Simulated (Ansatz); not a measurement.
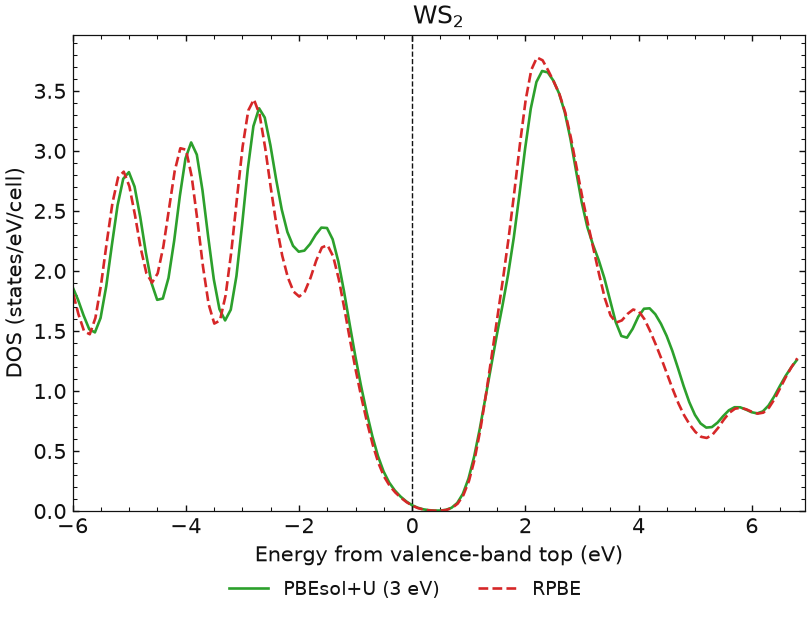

Total densities of states of WS2, space group R3m, 3 atoms in the primitive cell (a = 3.158 Å, c = 18.490 Å (hexagonal axes)), by two methods on the same cell. The DOS curves are built from the levels of the k mesh with Gaussians 0.55 eV wide, which also blur the band edges; ripples of that width can come from the mesh. Each is counted from its own valence-band top.

Q: What changes from one method to the other?

A: The gap hardly changes: PBEsol+U (3 eV) gives a gap of 1.04 eV and RPBE gives a gap of 1.06 eV.

Settings. PBEsol+U (3 eV): W d U = 3 eV, Ansatz PAW, no spin polarisation, no spin-orbit coupling, 10×10×10 k mesh, 420 eV cutoff, Fermi-Dirac smearing of 0.05 eV (Ansatz). RPBE: Ansatz PAW, no spin polarisation, no spin-orbit coupling, 10×10×10 k mesh, 420 eV cutoff, Fermi-Dirac smearing of 0.05 eV (Ansatz).

Gaps are the smallest over all k points computed. The cell is at 7 GPa in RPBE and −0 GPa in PBEsol+U (3 eV). Spin-orbit coupling is left out, which matters for W. The PAW data sets were made with another functional. RPBE: the k mesh misses the band edges, so the gap on the mesh is wider than the one along the path. LDA, GGA and most meta-GGA functionals understate gaps.
